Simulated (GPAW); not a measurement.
## A GW chain in GPAW: GaN (honeycomb monolayer)

Aim: the G0W0 gap of GaN (honeycomb monolayer) on PBE, step by step.

Calculated with GPAW 26.7.0; PBE and many-body steps on it, plane waves.

**1. The structure**

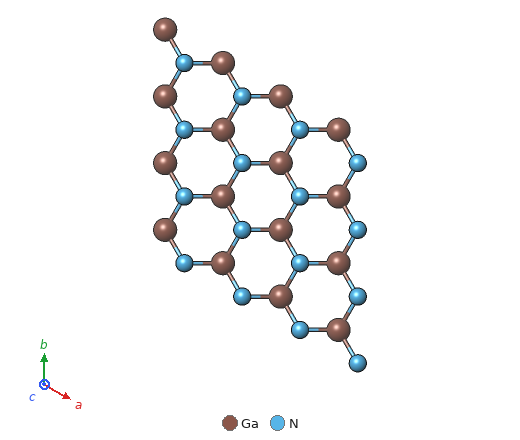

Start, viewed from above; gallium brown, nitrogen blue. 4×4×1 cells are drawn.

The cell holds 2 atoms: 1 Ga and 1 N. Cell: a = 2.965 Å, b = 2.965 Å, c = 11.400 Å, α = 90.0°, β = 90.0°, γ = 120.0°. Vacuum lies along c.

The start is a generated structure, not a measured one.

**2. Relaxation**

This step: GPAW 26.7.0; DFT, PBE, plane waves, PAW.

Gaps follow bond lengths, so the structure is brought to rest first.

Contents of run.py:

```python
import json
import numpy as np
from gpaw.mpi import world
from ase import Atoms
from ase.constraints import FixSymmetry
from ase.filters import FrechetCellFilter
from ase.optimize import BFGS
from gpaw import GPAW, PW, FermiDirac

atoms = Atoms(['Ga', 'N'],
    cell=[[2.9648888402, 0.0000000000, 0.0000000000],
      [-1.4824444201, 2.5676690550, 0.0000000000],
      [0.0000000000, 0.0000000000, 11.4000000000]],
    scaled_positions=[[0.3333333333, 0.6666666667, 0.4824561404],
      [0.6666666667, 0.3333333333, 0.5175438596]],
    pbc=(True, True, False))
atoms.set_constraint(FixSymmetry(atoms))
atoms.calc = GPAW(mode=PW(700),
    xc='PBE',
    kpts={'size': (9, 9, 1), 'gamma': True},
    occupations=FermiDirac(0.02),
    convergence={'density': 1e-5},
    txt='relax.txt')
steps = []
opt = BFGS(FrechetCellFilter(atoms, mask=[1, 1, 0, 0, 0, 1]), logfile='bfgs.log')
opt.attach(lambda: steps.append([atoms.get_potential_energy(), atoms.cell[:], atoms.positions.copy(), atoms.get_forces()]))
converged = opt.run(fmax=0.03, steps=50)
res = {'converged': bool(converged), 'steps': steps, 'cell': atoms.cell[:], 'frac': atoms.get_scaled_positions()}

if world.rank == 0:
    with open('result.json', 'w') as f:
        json.dump(res, f, default=lambda x: x.tolist())
```

The run is started by

```sh
> mpirun -n 4 gpaw python run.py
```

Numbers of over 12 decimals in the logs are rounded to 6 here.

Log:

```text
Step     Time          Energy          fmax
BFGS:    0        -9.942736        6.402139
BFGS:    1       -10.767095        2.541808
BFGS:    2       -11.011838        1.045713
[...]
BFGS:    7       -11.235002        0.084018
BFGS:    8       -11.234513        0.001889
```

Wall time 29 s (4 MPI ranks of Arm Neoverse V1, shared host); peak memory 0.89 GiB.

The steps of the relaxation:

| step | energy less that of the first step (eV) | largest force (eV/Å) |
| --- | --- | --- |
| 1 | 0.0000 | 0.5254 |
| 2 | -0.8244 | 0.7169 |
| 3 | -1.0691 | 1.0457 |
| 4 | -1.1419 | 0.9784 |
| 5 | -1.1920 | 0.7768 |
| 6 | -1.2462 | 0.4471 |
| 7 | -1.2854 | 0.1355 |
| 8 | -1.2923 | 0.0033 |
| 9 | -1.2918 | 0.0019 |

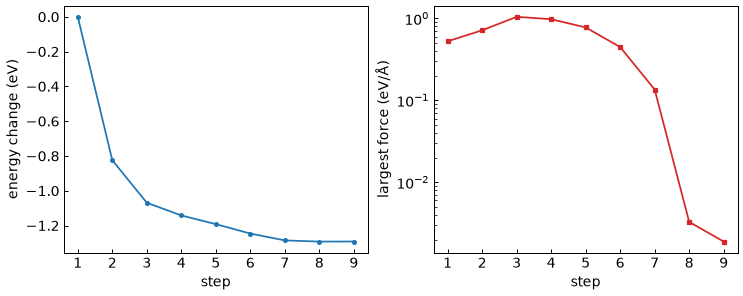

Energy and largest force along the relaxation.

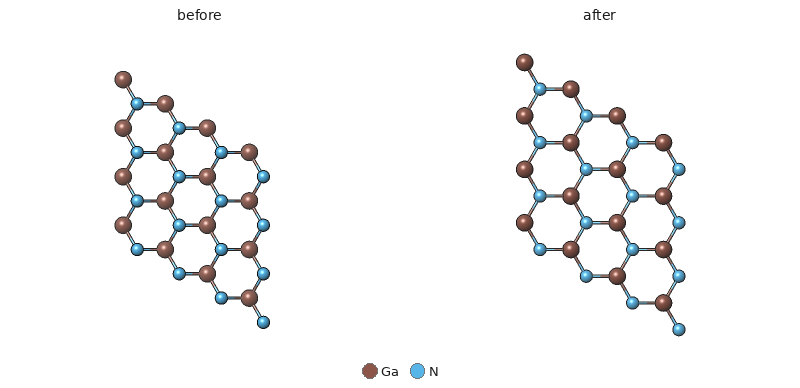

The structure before and after the relaxation, drawn at the same scale.

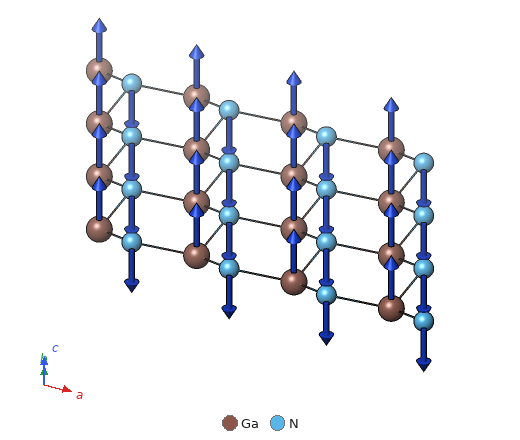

Displacements in the relaxation, exaggerated; the longest in the cell stands for 0.20 Å. 4×4×1 cells are drawn.

The atoms that moved most (Å):

| atom | dx | dy | dz | length |
| --- | --- | --- | --- | --- |
| Ga1 | 0.000 | 0.000 | 0.200 | 0.200 |
| N2 | 0.000 | 0.000 | -0.200 | 0.200 |

Final coordinates:

```xyz
2
Lattice="3.2632 0.0000 0.0000 -1.6316 2.8260 0.0000 0.0000 0.0000 11.4000" Properties=species:S:1:pos:R:3
Ga    0.0000    1.8840    5.7002
N     1.6316    0.9420    5.6995
```

**3. Ground state**

The ground-state density comes first.

Contents of run.py:

```python
import json
import numpy as np
from gpaw.mpi import world
from ase import Atoms
from gpaw import GPAW, PW, FermiDirac

atoms = Atoms(['Ga', 'N'],
    cell=[[3.2632094483, 0.0000000000, 0.0000000000],
      [-1.6316047241, 2.8260222801, 0.0000000000],
      [0.0000000000, 0.0000000000, 11.4000000000]],
    scaled_positions=[[0.3333333333, 0.6666666667, 0.5000000000],
      [0.6666666667, 0.3333333333, 0.4999534460]],
    pbc=(True, True, False))
calc = GPAW(mode=PW(600),
    xc='PBE',
    kpts={'size': (12, 12, 1), 'gamma': True},
    occupations=FermiDirac(0.001),
    nbands=-7,
    convergence={'density': 1e-6, 'bands': -3},
    maxiter=100,
    txt='gs.txt')
atoms.calc = calc
res = {'energy': atoms.get_potential_energy()}
kpts = calc.get_ibz_k_points()
res['kpts'] = kpts
res['eigenvalues'] = [calc.get_eigenvalues(kpt=k) for k in range(len(kpts))]
res['n_electrons'] = calc.get_number_of_electrons()
calc.write('gs.gpw')

if world.rank == 0:
    with open('result.json', 'w') as f:
        json.dump(res, f, default=lambda x: x.tolist())
```

The run is started by

```sh
> mpirun -n 4 gpaw python run.py
```

Log:

```text
__  _  _
 | _ |_)|_||  |
 |__||  | ||/\| - 26.7.0

Input parameters:
  mode=PW(ecut=600.0),
  convergence={'density': 1e-06, 'bands': -3},
  kpts=MonkhorstPack(size=(12, 12, 1), gamma=True),
  maxiter=100,
  nbands=-7,
  occupations=Occupations(name='fermi-dirac', width=0.001, fixmagmom=False),
  xc=XC(name='PBE')
  [... matrices ...]
Diagonalizing LCAO Hamiltonian
Converting LCAO to pw mode

        Ga N

Atoms  # Å, Bohr magnetons
|   | symbol |         x |        y |        z |    initial magnetic moments |
| 0 |     Ga | -0.000000 | 1.884015 | 5.700000 | ( 0.0000,  0.0000,  0.0000) |
| 1 |      N |  1.631605 | 0.942007 | 5.699469 | ( 0.0000,  0.0000,  0.0000) |

Unit cell  # Å
| periodic |         x |        y |         z |   lengths |     angles |
|      yes |  3.263209 | 0.000000 |  0.000000 |  3.263209 |  90.000000 |
|      yes | -1.631605 | 2.826022 |  0.000000 |  3.263209 |  90.000000 |
|       no |  0.000000 | 0.000000 | 11.400000 | 11.400000 | 120.000000 |

Number of symmetries: 6
Symmetry operations  # r_c * U_cc + t_c -> r_c
|   | kind |            matrix            |
| 0 |  σ   |  1, 1, 0,  0,-1, 0,  0, 0, 1 |
| 1 |  E   |  1, 0, 0,  0, 1, 0,  0, 0, 1 |
| 2 |  C3  |  0, 1, 0, -1,-1, 0,  0, 0, 1 |
| 3 |  σ   |  0,-1, 0, -1, 0, 0,  0, 0, 1 |
| 4 |  σ   | -1, 0, 0,  1, 1, 0,  0, 0, 1 |
| 5 |  C3  | -1,-1, 0,  1, 0, 0,  0, 0, 1 |

BZ-sampling:
  Number of BZ points: 144
  Number of IBZ points: 19

  Monkhorst-Pack size: [12, 12, 1]
  Monkhorst-Pack shift: [0.041667, 0.041667, 0.0]

K-points  # in reciprocal-cell coordinates
|     |                                coordinates |     weight |
|   0 | ( -0.00000000,  -0.00000000,   0.00000000) | 0.00694444 |
|   1 | (  0.08333333,  -0.00000000,   0.00000000) | 0.04166667 |
|   2 | (  0.16666667,  -0.08333333,   0.00000000) | 0.04166667 |
|   3 | (  0.16666667,  -0.00000000,   0.00000000) | 0.04166667 |
|   4 | (  0.25000000,  -0.08333333,   0.00000000) | 0.08333333 |
|   5 | (  0.25000000,  -0.00000000,   0.00000000) | 0.04166667 |
|   6 | (  0.33333333,  -0.16666667,   0.00000000) | 0.04166667 |
|   7 | (  0.33333333,  -0.08333333,   0.00000000) | 0.08333333 |
|   8 | (  0.33333333,  -0.00000000,   0.00000000) | 0.04166667 |
|   9 | (  0.33333333,   0.33333333,   0.00000000) | 0.01388889 |
| ... |                                            |            |
|  18 | (  0.50000000,   0.50000000,   0.00000000) | 0.02083333 |

Plane wave coefficients: 3549
Cutoff: 600.0 eV

Spin-components: 1 (collinear spins)
Bands:           11
Projectors:      10
Spin-degeneracy: 2
Datatype:        complex128

  Storage: CPU
  Wave functions: 11_867_856 bytes (2_966_964 per core)
  Projectors: 22_656_816 bytes (5_664_204 per core)
  [... matrices ...]
Parallelization:
  kpt:    4
  domain: 1
  band:   1

Density:
  Valence electrons: 8.0
  Components: 1
  Grid points: [20 20 70]
  Charge: 0.0  # |e|

Potential:
  Grid points: [20 20 70]

species:
  Ga:
    name:    Gallium
    Z:       31.0
    valence: 3
    core:    28
    charge:  0.0  # [|e|]
    compensation charges:
      type: gauss
      rc: 0.37  # [Å]
      lmax: 2
    cutoffs:
      filter: 2.06  # [Å]
      core: 4.17  # [Å]
    projectors
    | kind |    occ | energy [eV] | rcut [Å] |
    |   4s |  2.000 |      -8.945 |    1.164 |
    |   4p |  1.000 |      -2.580 |    1.164 |
    |    s |        |      18.266 |    1.164 |
    |    p |        |      24.631 |    1.164 |
    |    d |        |       0.000 |    1.164 |

    Using partial waves for Ga as LCAO basis

  N:
    name:    Nitrogen
    Z:       7.0
    valence: 5
    core:    2
    charge:  0.0  # [|e|]
    compensation charges:
      type: gauss
      rc: 0.18  # [Å]
      lmax: 2
    cutoffs:
      filter: 1.11  # [Å]
      core: 0.96  # [Å]
    projectors
    | kind |    occ | energy [eV] | rcut [Å] |
    |   2s |  2.000 |     -18.583 |    0.603 |
    |   2p |  3.000 |      -7.089 |    0.529 |
    |    s |        |       8.629 |    0.603 |
    |    p |        |      20.123 |    0.529 |
    |    d |        |       0.000 |    0.577 |

    Using partial waves for N as LCAO basis

Reference energy: -54366.393033  # eV

eigensolver:
  PPCG
  Converge bands: -3
  niter=2

density mixing:
  MSR1-Mixer
  Pratt-step length: 0.05
  Maximum mixing coefficient: 0.75
  Old densities: 10
  SVD Regularization: 0.005
  Good broyden scale: 1.0
  Trust region scale: 1.0
  Backstep threshold: 4.0
  History deletion threshold: 6.0
  Fourier metric: weight=20.0, sigma=0.015

occupation numbers:
  Fermi-Dirac:
    width: 0.0010  # eV

poisson solver:
  ecut: 4800.0  # eV

xc functional:
  name: PBE with 2 nearest neighbor stencil

Initialization done in: 0.809 s

convergence criteria:
- Maximum integral of absolute [dens]ity change: 1e-06 electrons / valence electron
- Maximum [total energy] change in last 3 cyles: 0.0005 eV / valence electron
- Maximum integral of absolute [eigenst]ate change: 4e-08 eV^2 / valence electron
maximum number of iterations: 100

SCF iterations
|iter     |     time |      energy | eigst |  dens |
|iter:   1|  |  -13.432994 | +0.77 |       |
|iter:   2|  |  -12.759808 | +0.56 | -0.51 |
|iter:   3|  |  -11.121692 | +0.25 | -0.57 |
|iter:   4|  |  -11.110645 | -1.14 | -1.22 |
|iter:   5|  |  -11.109068 | -1.83 | -1.44 |
|iter:   6|  |  -11.109000c| -3.21 | -2.57 |
|iter:   7|  |  -11.109023c| -4.37 | -2.93 |
|iter:   8|  |  -11.109023c| -5.67 | -3.78 |
|iter:   9|  |  -11.109023c| -6.97 | -4.42 |
|iter:  10|  |  -11.109023c| -7.88c| -5.11 |
|iter:  11|  |  -11.109023c| -8.37c| -5.58 |
|iter:  12|  |  -11.109023c| -9.13c| -6.16c|

Converged in 12 steps
SCF loop duration: 3.474 s (0.289 s/step)
Energy contributions relative to reference atoms: (reference = -54366.393033)
  [... matrices ...]
Energy contributions:
  Kinetic:          23.976420
  Coulomb:         -21.572378
  Zero:              0.057062
  External:          0.000000
  Xc:              -13.570127
  Entropy:          -0.000000
  Spinorbit:         0.000000
  ----------------------------
  Free energy:     -11.109023
  Extrapolated:    -11.109023

dipole moment: (-2.000268, 1.154828, 0.000120)  # |e|*Ang

Fermi level: -2.544
Eigenvalues  # (at kpt = [-0.000, -0.000, 0.000])
| band index |      eig [eV] | occ [0-2] |
|          0 |       -16.966 |     2.000 |
|          1 |        -5.225 |     2.000 |
|          2 |        -3.313 |     2.000 |
|          3 |        -3.313 |     2.000 |
|          4 |        -0.927 |     0.000 |
|          5 |         2.137 |     0.000 |
|          6 |         2.177 |     0.000 |
|          7 |         4.478 |     0.000 |
|          8 |         5.113 |     0.000 |
|          9 |         7.733 |     0.000 |
|         10 |         7.733 |     0.000 |

Gap: 1.888 eV
Transition (v -> c):
  (s=0, k=9, n=3, [0.33, 0.33, 0.00]) -> (s=0, k=0, n=4, [-0.00, -0.00, 0.00])
Direct/indirect transitions are different
Direct gap: 2.386 eV
Transition at: (s=0, k=0, n=3, [-0.00, -0.00, 0.00])
vacuum-level: 2.502  # V
# Writing to gs.gpw (mode='')
  [... matrices ...]
```

It took 6.1 s on 4 MPI ranks; peak memory 0.72 GiB; 24 s of CPU time.

This step gave:

* total energy: -11.11 eV
* gap: 1.888 eV
* k of the valence top: 0.3333, 0.3333, 0
* k of the conduction bottom: 0, 0, 0
* least direct gap: 2.386 eV

The gap is indirect, with the least direct gap 0.50 eV higher.

**4. Empty states on the mesh, 12×12×1 mesh, 248 bands**

The sums over transitions need many empty states on a uniform mesh; this step solves for them.

Contents of run.py:

```python
import json
import numpy as np
from gpaw.mpi import world
from gpaw import GPAW

calc = GPAW('gs.gpw').fixed_density(kpts={'size': (12, 12, 1), 'gamma': True},
    nbands=289,
    convergence={'bands': 248},
    txt='nscf.txt')
calc.write('full.gpw', mode='all')
res = {}
kpts = calc.get_ibz_k_points()
res['kpts'] = kpts
res['eigenvalues'] = [calc.get_eigenvalues(kpt=k) for k in range(len(kpts))]
res['n_electrons'] = calc.get_number_of_electrons()

if world.rank == 0:
    with open('result.json', 'w') as f:
        json.dump(res, f, default=lambda x: x.tolist())
```

The run is started by

```sh
> mpirun -n 4 gpaw python run.py
```

Log:

```text
Diagonalizing LCAO Hamiltonian
Converting LCAO to pw mode
convergence criteria:
- Maximum integral of absolute [eigenst]ate change: 4e-08 eV^2 / valence electron
maximum number of iterations: 100

SCF iterations
|iter     |     time |      energy | eigst |  dens |
|iter:   1|  |             | +5.17 |       |
|iter:   2|  |             | +3.99 |       |
|iter:   3|  |             | +2.88 |       |
[...]
|iter:  16|  |             | -7.05 |       |
|iter:  17|  |             | -7.34 |       |
|iter:  18|  |             | -7.65c|       |
SCF steps: 18
  __  _  _
 | _ |_)|_||  |
 |__||  | ||/\| - 26.7.0

Input parameters:
  mode=PW(ecut=600.0),
  convergence={'bands': 248},
  gpts=array([20, 20, 70]),
  kpts=MonkhorstPack(size=(12, 12, 1), gamma=True),
  maxiter=100,
  nbands=289,
  occupations=Occupations(name='fermi-dirac', width=0.001, fixmagmom=False),
  parallel={},
  xc=XC(name='PBE')
# Writing to full.gpw (mode='all')
  [... matrices ...]

timing:  # [seconds]
  Total: 0.117  # ━━━━━━━━━━━━━━━━━━━━━━━━━━━━━━━━━━━━━━━━━━━━━━━━━━━━━━━━━━━
```

Elapsed: 3.5 min, on 4 MPI ranks; peak memory 1.2 GiB; 14 min of CPU time.

Numbers from this step:

```
gap                                                           : 1.888 eV
k of the valence top                                          : 0.3333, 0.3333, 0
k of the conduction bottom                                    : 0, 0, 0
least direct gap                                              : 2.386 eV
k points computed                                             : 19
lowest point of the top converged band, above the valence top : 98.4340 eV
```

On this mesh the gap is 1.888 eV.

[end of part 1 of 2]

[Paths, hosts, dates, memory and timing lines, banners, echoed tables and standing remarks are left out of the program output.]

[Logs are printed without paths, hosts, clocks, repeated set-up lines and the standing remarks that a program may print on its own settings, such as how far it seeks lower states.]

[Runs of the session that timed out or met a known fault of the program may be left out.]

[Hosts, paths, dates, database ids (printed as entryN), source tags and the programs' standing remarks are cut or masked in the printed files.]
